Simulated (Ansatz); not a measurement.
## Ni$_{2}$Si: geometry relaxation (part 3 of 3)

The same run, continued: Ni$_{2}$Si (slab, 24 atoms in the cell); DFT PBEsol, scalar-relativistic, plane waves, PAW, no spin polarisation (Ansatz 0.2.0); cutoff 420 eV, 9×7×1 k-mesh, Gaussian smearing of 0.1 eV. The structure derives from an entry of the Crystallography Open Database. It belongs to a series of runs on one base structure; here: (1 0 0) slab, atoms relaxed.

Geometry of the input (Å; fractional positions):
```
3.8685  0.0000  0.0000
0.0000  4.9170  0.0000
0.0000  0.0000  27.2840
Ni 0.5000  0.0000  0.2749
Ni 0.5000  0.5000  0.2749
Si 0.0000  0.2500  0.3158
Ni 0.0000  0.7500  0.3158
Si 0.5000  0.7500  0.3567
Ni 0.5000  0.2500  0.3567
Ni 0.0000  0.0000  0.3977
Ni 0.0000  0.5000  0.3977
Si 0.5000  0.2500  0.4386
Ni 0.5000  0.7500  0.4386
Si 0.0000  0.7500  0.4795
Ni 0.0000  0.2500  0.4795
Ni 0.5000  0.0000  0.5205
Ni 0.5000  0.5000  0.5205
Si 0.0000  0.2500  0.5614
Ni 0.0000  0.7500  0.5614
Si 0.5000  0.7500  0.6023
Ni 0.5000  0.2500  0.6023
Ni 0.0000  0.0000  0.6433
Ni 0.0000  0.5000  0.6433
Si 0.5000  0.2500  0.6842
Ni 0.5000  0.7500  0.6842
Si 0.0000  0.7500  0.7251
Ni 0.0000  0.2500  0.7251
```

## Output, continued
```
  k-point 19: bands = ["-97.1550", "-97.1077", "-97.1070", "-97.0692", "-97.0533", "-96.8447", "-96.8434", "-96.8416", "-96.8403", "-96.8186", "-96.7429", "-96.7399", "-96.6003", "-96.5739", "-96.3645", "-96.3614", "-57.7892", "-57.7712", "-57.7502", "-57.7321", "-57.7271", "-57.7252", "-57.7080", "-57.6677", "-57.6433", "-57.6168", "-57.6068", "-57.5955", "-57.5854", "-57.5620", "-57.5471", "-57.4806", "-57.4471", "-57.4314", "-57.4192", "-57.4017", "-57.3945", "-57.3922", "-57.3914", "-57.3838",
      "-57.3828", "-57.3787", "-57.3778", "-57.3760", "-57.3743", "-57.3543", "-57.3239", "-57.3025", "-57.2948", "-57.2926", "-57.2823", "-57.2532", "-57.2397", "-57.2377", "-57.2139", "-57.1825", "-57.0422", "-57.0180", "-57.0117", "-57.0111", "-56.9260", "-56.9227", "-56.8008", "-56.7983", "-3.7133", "-3.3358", "-3.1491", "-3.1293", "-2.8922", "-2.6674", "-2.2441", "-1.8881", "-1.0329", "-0.9926", "-0.7077", "-0.6754", "-0.4134", "-0.2790", "-0.2416", "0.3208",
      "0.9457", "1.3471", "1.4321", "1.6177", "1.7704", "1.8133", "1.9807", "2.0509", "2.1426", "2.2053", "2.3377", "2.3736", "2.6133", "2.6590", "2.7046", "2.7619", "2.8719", "2.9398", "2.9807", "2.9984", "3.0363", "3.1346", "3.1606", "3.2006", "3.2566", "3.3197", "3.3869", "3.4320", "3.5355", "3.6660", "3.6847", "3.6956", "3.7149", "3.7311", "3.7824", "3.7926", "3.8167", "3.8295", "3.8811", "3.9068",
      "3.9574", "3.9885", "4.0574", "4.2035", "4.2528", "4.2909", "4.3466", "4.3513", "4.3994", "4.4303", "4.4407", "4.4775", "4.5339", "4.5447", "4.5719", "4.6029", "4.6345", "4.6594", "4.7069", "4.7238", "4.7469", "4.7889", "4.7926", "4.8154", "4.8334", "4.8866", "4.9278", "4.9386", "5.0124", "5.2621", "5.2955", "5.3225", "5.3485", "5.3640", "5.4375", "5.4540", "5.6080", "5.7269", "5.7822", "5.8922",
      "5.9136", "6.0104", "6.1504", "6.3944", "6.4367", "6.8675", "6.9401", "7.1006", "7.5960", "8.0251", "8.6339", "9.2274", "9.5534", "9.9527", "10.1547", "10.3745", "10.6861", "11.0658", "11.1836", "11.4802", "11.7534", "11.8609", "11.9618", "12.2545", "12.3349", "12.4006", "12.6249", "12.7451", "12.8325", "12.9152", "13.0723", "13.4680"]
--- Relaxed structure (6 steps of the walk, 6 accepted, 0 SCFs on fresh bases) ---
  F+E_penalty+E_count = -97859.55133748 eV   max|allowed force component| = 1.948e-2 eV/Å
  atoms:
    - { symbol: Ni, position: [0.5, -0.0005613434158894441, 0.28355231911860423] }
    - { symbol: Ni, position: [0.5, 0.5005613434158896, 0.28355231911860423] }
    - { symbol: Si, position: [-5.781069798729292e-34, 0.25000000000000006, 0.3046500347336243] }
    - { symbol: Ni, position: [-5.781069798729292e-34, 0.7500000000000001, 0.3126094364692925] }
    - { symbol: Si, position: [0.5, 0.7500000000000001, 0.35605578599398574] }
    - { symbol: Ni, position: [0.5, 0.25000000000000006, 0.35848702619147776] }
    - { symbol: Ni, position: [2.3722798806606846e-20, -0.0003362213641774058, 0.39771976621844213] }
    - { symbol: Ni, position: [-2.37227988066088e-20, 0.5003362213641774, 0.39771976621844213] }
    - { symbol: Si, position: [0.5, 0.25000000000000006, 0.43859832061877585] }
    - { symbol: Ni, position: [0.5, 0.7500000000000001, 0.4378375155246153] }
    - { symbol: Si, position: [-9.581095719356239e-35, 0.7500000000000001, 0.47888833459128666] }
    - { symbol: Ni, position: [-1.704890510277869e-34, 0.25000000000000006, 0.4794340377189785] }
    - { symbol: Ni, position: [0.5, -0.0012131963585898203, 0.5194198006765761] }
    - { symbol: Ni, position: [0.5, 0.50121319635859, 0.5194198006765761] }
    - { symbol: Si, position: [4.176009379167313e-34, 0.25000000000000006, 0.5608201078184365] }
    - { symbol: Ni, position: [4.176009379167313e-34, 0.7500000000000001, 0.5612810812206273] }
    - { symbol: Si, position: [0.5, 0.7500000000000001, 0.6050773502548582] }
    - { symbol: Ni, position: [0.5, 0.25000000000000006, 0.6000507512830164] }
    - { symbol: Ni, position: [8.356157307752037e-20, -0.0011843116118789466, 0.6424684958530645] }
    - { symbol: Ni, position: [-8.356157307751903e-20, 0.501184311611879, 0.6424684958530645] }
    - { symbol: Si, position: [0.5, 0.25000000000000006, 0.6811660897398351] }
    - { symbol: Ni, position: [0.5, 0.7500000000000001, 0.688917660188056] }
    - { symbol: Si, position: [7.349828367121855e-34, 0.7500000000000001, 0.72669658790952] }
    - { symbol: Ni, position: [8.781158498944491e-34, 0.25000000000000006, 0.7231091160102405] }
```

## Trajectory as extended XYZ (Å, eV, eV/Å), 6 frames, from step=1 to step=6
```
24
Lattice="3.8685 0.0000 0.0000 0.0000 4.9170 0.0000 0.0000 0.0000 27.2840" Properties=species:S:1:pos:R:3:forces:R:3 step=1 energy=-97858.82700
Ni    1.9342    0.0000    7.5000    0.0000   0.1059   1.5026
Ni    1.9342    2.4585    7.5000    0.0000  -0.1059   1.5026
Si    0.0000    1.2292    8.6167    0.0000   0.0000  -1.7494
Ni    0.0000    3.6877    8.6167    0.0000   0.0000  -0.8007
Si    1.9342    3.6877    9.7335    0.0000   0.0000  -0.5759
Ni    1.9342    1.2292    9.7335    0.0000   0.0000   0.1067
Ni    0.0000    0.0000   10.8502    0.0000   0.0246   0.0735
Ni    0.0000    2.4585   10.8502    0.0000  -0.0246   0.0735
Si    1.9342    1.2292   11.9669    0.0000   0.0000  -0.1521
Ni    1.9342    3.6877   11.9669    0.0000   0.0000   0.0441
Si    0.0000    3.6877   13.0836    0.0000   0.0000  -0.0506
Ni    0.0000    1.2292   13.0836    0.0000   0.0000   0.0284
Ni    1.9342    0.0000   14.2004    0.0000  -0.0327  -0.0114
Ni    1.9342    2.4585   14.2004    0.0000   0.0327  -0.0114
Si    0.0000    1.2292   15.3171    0.0000   0.0000   0.0922
Ni    0.0000    3.6877   15.3171    0.0000   0.0000  -0.0663
Si    1.9342    3.6877   16.4338    0.0000   0.0000   0.1550
Ni    1.9342    1.2292   16.4338    0.0000   0.0000  -0.0903
Ni    0.0000    0.0000   17.5506    0.0000   0.0089  -0.0807
Ni    0.0000    2.4585   17.5506    0.0000  -0.0089  -0.0807
Si    1.9342    1.2292   18.6673    0.0000   0.0000  -0.2947
Ni    1.9342    3.6877   18.6673    0.0000   0.0000   0.5561
Si    0.0000    3.6877   19.7840    0.0000   0.0000  -0.1093
Ni    0.0000    1.2292   19.7840    0.0000   0.0000  -0.0612
24
Lattice="3.8685 0.0000 0.0000 0.0000 4.9170 0.0000 0.0000 0.0000 27.2840" Properties=species:S:1:pos:R:3:forces:R:3 step=2 energy=-97859.20319
Ni    1.9342    0.0016    7.6057    0.0000   0.0420   0.9535
Ni    1.9342    2.4569    7.6057    0.0000  -0.0420   0.9535
Si    0.0000    1.2292    8.5644    0.0000   0.0000  -1.3124
Ni    0.0000    3.6877    8.5983    0.0000   0.0000  -0.5574
Si    1.9342    3.6877    9.7305    0.0000   0.0000  -0.4736
Ni    1.9342    1.2292    9.7382    0.0000   0.0000   0.3119
Ni    0.0000    0.0016   10.8394    0.0000  -0.0133   0.1255
Ni    0.0000    2.4569   10.8394    0.0000   0.0133   0.1255
Si    1.9342    1.2292   11.9608    0.0000   0.0000  -0.1138
Ni    1.9342    3.6877   11.9615    0.0000   0.0000   0.0157
Si    0.0000    3.6877   13.0749    0.0000   0.0000  -0.0377
Ni    0.0000    1.2292   13.0768    0.0000   0.0000   0.0359
Ni    1.9342   -0.0016   14.1935    0.0000  -0.0118  -0.0339
Ni    1.9342    2.4601   14.1935    0.0000   0.0118  -0.0339
Si    0.0000    1.2292   15.3093    0.0000   0.0000   0.0632
Ni    0.0000    3.6877   15.3102    0.0000   0.0000  -0.0491
Si    1.9342    3.6877   16.4391    0.0000   0.0000   0.1479
Ni    1.9342    1.2292   16.4173    0.0000   0.0000  -0.0995
Ni    0.0000   -0.0012   17.5397    0.0000   0.0016  -0.0699
Ni    0.0000    2.4597   17.5397    0.0000  -0.0016  -0.0699
Si    1.9342    1.2292   18.6427    0.0000   0.0000  -0.2159
Ni    1.9342    3.6877   18.6832    0.0000   0.0000   0.4464
Si    0.0000    3.6877   19.7813    0.0000   0.0000  -0.0762
Ni    0.0000    1.2292   19.7630    0.0000   0.0000  -0.0364
24
Lattice="3.8685 0.0000 0.0000 0.0000 4.9170 0.0000 0.0000 0.0000 27.2840" Properties=species:S:1:pos:R:3:forces:R:3 step=3 energy=-97859.53062
Ni    1.9342    0.0030    7.7565    0.0000   0.0079  -0.1819
Ni    1.9342    2.4555    7.7565    0.0000  -0.0079  -0.1819
Si    0.0000    1.2292    8.3883    0.0000   0.0000  -0.1884
Ni    0.0000    3.6877    8.5304    0.0000   0.0000  -0.0988
Si    1.9342    3.6877    9.6881    0.0000   0.0000   0.5208
Ni    1.9342    1.2292    9.7873    0.0000   0.0000   0.1376
Ni    0.0000   -0.0018   10.8424    0.0000  -0.0214   0.0381
Ni    0.0000    2.4603   10.8424    0.0000   0.0214   0.0381
Si    1.9342    1.2292   11.9612    0.0000   0.0000   0.1321
Ni    1.9342    3.6877   11.9472    0.0000   0.0000  -0.1948
Si    0.0000    3.6877   13.0614    0.0000   0.0000  -0.0098
Ni    0.0000    1.2292   13.0767    0.0000   0.0000  -0.0005
Ni    1.9342   -0.0047   14.1762    0.0000  -0.0046  -0.0304
Ni    1.9342    2.4632   14.1762    0.0000   0.0046  -0.0304
Si    0.0000    1.2292   15.2989    0.0000   0.0000   0.0339
Ni    0.0000    3.6877   15.3048    0.0000   0.0000   0.0147
Si    1.9342    3.6877   16.4810    0.0000   0.0000   0.0902
Ni    1.9342    1.2292   16.3805    0.0000   0.0000  -0.0362
Ni    0.0000   -0.0051   17.5275    0.0000  -0.0036  -0.0297
Ni    0.0000    2.4636   17.5275    0.0000   0.0036  -0.0297
Si    1.9342    1.2292   18.5953    0.0000   0.0000  -0.0489
Ni    1.9342    3.6877   18.7648    0.0000   0.0000   0.0530
Si    0.0000    3.6877   19.8051    0.0000   0.0000   0.0187
Ni    0.0000    1.2292   19.7321    0.0000   0.0000  -0.0187
24
Lattice="3.8685 0.0000 0.0000 0.0000 4.9170 0.0000 0.0000 0.0000 27.2840" Properties=species:S:1:pos:R:3:forces:R:3 step=4 energy=-97859.55046
Ni    1.9342   -0.0024    7.7377    0.0000   0.0184  -0.0193
Ni    1.9342    2.4609    7.7377    0.0000  -0.0184  -0.0193
Si    0.0000    1.2292    8.3230    0.0000   0.0000  -0.0214
Ni    0.0000    3.6877    8.5279    0.0000   0.0000  -0.0216
Si    1.9342    3.6877    9.7075    0.0000   0.0000   0.0861
Ni    1.9342    1.2292    9.7827    0.0000   0.0000   0.0307
Ni    0.0000   -0.0021   10.8462    0.0000   0.0063   0.0279
Ni    0.0000    2.4606   10.8462    0.0000  -0.0063   0.0279
Si    1.9342    1.2292   11.9715    0.0000   0.0000  -0.0596
Ni    1.9342    3.6877   11.9413    0.0000   0.0000   0.0078
Si    0.0000    3.6877   13.0663    0.0000   0.0000  -0.0252
Ni    0.0000    1.2292   13.0810    0.0000   0.0000   0.0034
Ni    1.9342   -0.0059   14.1716    0.0000  -0.0086  -0.0032
Ni    1.9342    2.4644   14.1716    0.0000   0.0086  -0.0032
Si    0.0000    1.2292   15.3033    0.0000   0.0000  -0.0176
Ni    0.0000    3.6877   15.3139    0.0000   0.0000   0.0002
Si    1.9342    3.6877   16.5090    0.0000   0.0000  -0.0029
Ni    1.9342    1.2292   16.3727    0.0000   0.0000   0.0084
Ni    0.0000   -0.0061   17.5275    0.0000  -0.0012   0.0090
Ni    0.0000    2.4646   17.5275    0.0000   0.0012   0.0090
Si    1.9342    1.2292   18.5873    0.0000   0.0000  -0.0294
Ni    1.9342    3.6877   18.7963    0.0000   0.0000   0.0140
Si    0.0000    3.6877   19.8337    0.0000   0.0000  -0.0276
Ni    0.0000    1.2292   19.7249    0.0000   0.0000   0.0268
24
Lattice="3.8685 0.0000 0.0000 0.0000 4.9170 0.0000 0.0000 0.0000 27.2840" Properties=species:S:1:pos:R:3:forces:R:3 step=5 energy=-97859.55134
Ni    1.9342   -0.0028    7.7364    0.0000   0.0023   0.0004
Ni    1.9342    2.4613    7.7364    0.0000  -0.0023   0.0004
Si    0.0000    1.2292    8.3121    0.0000   0.0000  -0.0003
Ni    0.0000    3.6877    8.5292    0.0000   0.0000   0.0033
Si    1.9342    3.6877    9.7146    0.0000   0.0000   0.0047
Ni    1.9342    1.2292    9.7810    0.0000   0.0000  -0.0067
Ni    0.0000   -0.0017   10.8514    0.0000  -0.0023   0.0013
Ni    0.0000    2.4601   10.8514    0.0000   0.0023   0.0013
Si    1.9342    1.2292   11.9667    0.0000   0.0000  -0.0048
Ni    1.9342    3.6877   11.9460    0.0000   0.0000  -0.0035
Si    0.0000    3.6877   13.0660    0.0000   0.0000   0.0013
Ni    0.0000    1.2292   13.0809    0.0000   0.0000  -0.0013
Ni    1.9342   -0.0060   14.1719    0.0000  -0.0038   0.0007
Ni    1.9342    2.4645   14.1719    0.0000   0.0038   0.0007
Si    0.0000    1.2292   15.3014    0.0000   0.0000   0.0013
Ni    0.0000    3.6877   15.3140    0.0000   0.0000   0.0028
Si    1.9342    3.6877   16.5089    0.0000   0.0000  -0.0033
Ni    1.9342    1.2292   16.3718    0.0000   0.0000   0.0011
Ni    0.0000   -0.0058   17.5291    0.0000  -0.0018   0.0017
Ni    0.0000    2.4643   17.5291    0.0000   0.0018   0.0017
Si    1.9342    1.2292   18.5850    0.0000   0.0000   0.0120
Ni    1.9342    3.6877   18.7964    0.0000   0.0000  -0.0050
Si    0.0000    3.6877   19.8272    0.0000   0.0000   0.0097
Ni    0.0000    1.2292   19.7293    0.0000   0.0000  -0.0196
24
Lattice="3.8685 0.0000 0.0000 0.0000 4.9170 0.0000 0.0000 0.0000 27.2840" Properties=species:S:1:pos:R:3:forces:R:3 step=6 energy=-97859.55134
Ni    1.9342   -0.0028    7.7364    0.0000   0.0024   0.0003
Ni    1.9342    2.4613    7.7364    0.0000  -0.0024   0.0003
Si    0.0000    1.2292    8.3121    0.0000   0.0000  -0.0004
Ni    0.0000    3.6877    8.5292    0.0000   0.0000   0.0032
Si    1.9342    3.6877    9.7146    0.0000   0.0000   0.0047
Ni    1.9342    1.2292    9.7810    0.0000   0.0000  -0.0067
Ni    0.0000   -0.0017   10.8514    0.0000  -0.0022   0.0013
Ni    0.0000    2.4601   10.8514    0.0000   0.0022   0.0013
Si    1.9342    1.2292   11.9667    0.0000   0.0000  -0.0048
Ni    1.9342    3.6877   11.9460    0.0000   0.0000  -0.0034
Si    0.0000    3.6877   13.0660    0.0000   0.0000   0.0013
Ni    0.0000    1.2292   13.0809    0.0000   0.0000  -0.0013
Ni    1.9342   -0.0060   14.1719    0.0000  -0.0038   0.0007
Ni    1.9342    2.4645   14.1719    0.0000   0.0038   0.0007
Si    0.0000    1.2292   15.3014    0.0000   0.0000   0.0013
Ni    0.0000    3.6877   15.3140    0.0000   0.0000   0.0027
Si    1.9342    3.6877   16.5089    0.0000   0.0000  -0.0033
Ni    1.9342    1.2292   16.3718    0.0000   0.0000   0.0010
Ni    0.0000   -0.0058   17.5291    0.0000  -0.0018   0.0018
Ni    0.0000    2.4643   17.5291    0.0000   0.0018   0.0018
Si    1.9342    1.2292   18.5850    0.0000   0.0000   0.0120
Ni    1.9342    3.6877   18.7964    0.0000   0.0000  -0.0050
Si    0.0000    3.6877   19.8272    0.0000   0.0000   0.0097
Ni    0.0000    1.2292   19.7293    0.0000   0.0000  -0.0195
```

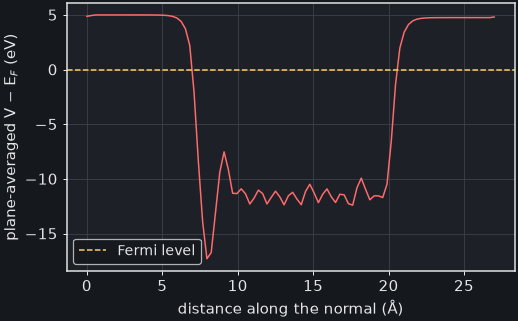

**Figure 1.** Plane average of the electrostatic potential energy of an electron across the cell, from the Fermi level. The vacuum level lies 4.75 eV above the Fermi level on the upper side and 5.00 eV on the lower.

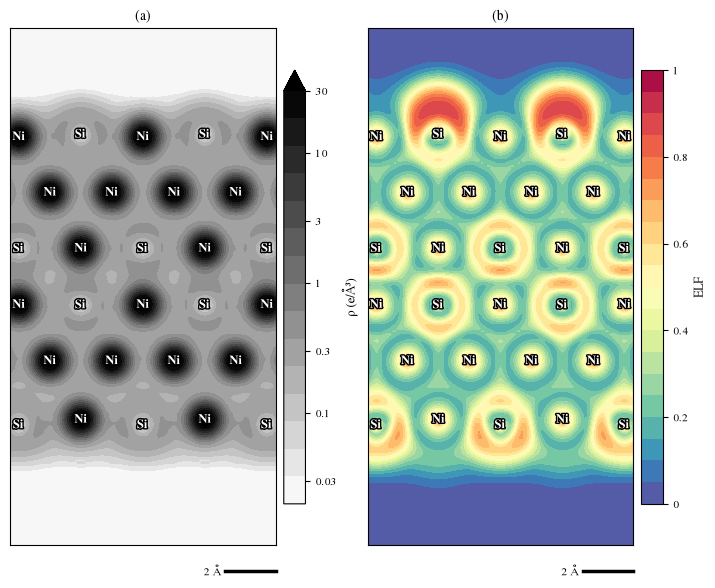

**Figure 2.** (a) valence charge density (pseudo); (b) ELF on the (100) plane of the calculation cell, a cut from vacuum to vacuum. Atoms in the plane: Si and Ni. Si–Ni (2.25 Å): ρ at the midpoint is about 0.51 e/Å³; the ELF peaks at about 0.70 between the atoms. Si–Ni (2.25 Å): the density is about 0.51 e/Å³ at the midpoint; the ELF peaks at about 0.70 between the atoms. Si–Ni (2.46 Å): ρ is about 0.35 e/Å³ halfway; the ELF is about 0.40 at the midpoint. Ni–Ni (2.46 Å): the density is about 0.35 e/Å³ at the midpoint; the ELF is about 0.25 at the midpoint; no shared electron pair. The density dies away to nearly zero in the vacuum. The strong features right at Ni lie inside the PAW spheres (semicore, d or f shells) and say nothing about bonding. Core electrons are frozen (PAW), so the fields are smoothed inside the atomic spheres.

## Key numbers

```csv
quantity,value
outcome,converged
electrons treated,320
free energy,−97859.5513 eV
"work function, top face",4.75 eV
"work function, bottom face",5.00 eV
Fermi energy,6.185 eV
gap on the k-point mesh,none (metallic)
final volume,518.97 Å³
work function (upper face),4.75 eV
largest force (length of the vector) at the end,0.019 eV/Å
wall time,5.7 min (CPU time 22 min)
peak memory,3 GiB
```

## Remarks

Warnings of the run: the exchange-correlation potential is rough where the density is thin. The run has no spin polarisation, so a magnetic state may lie lower.
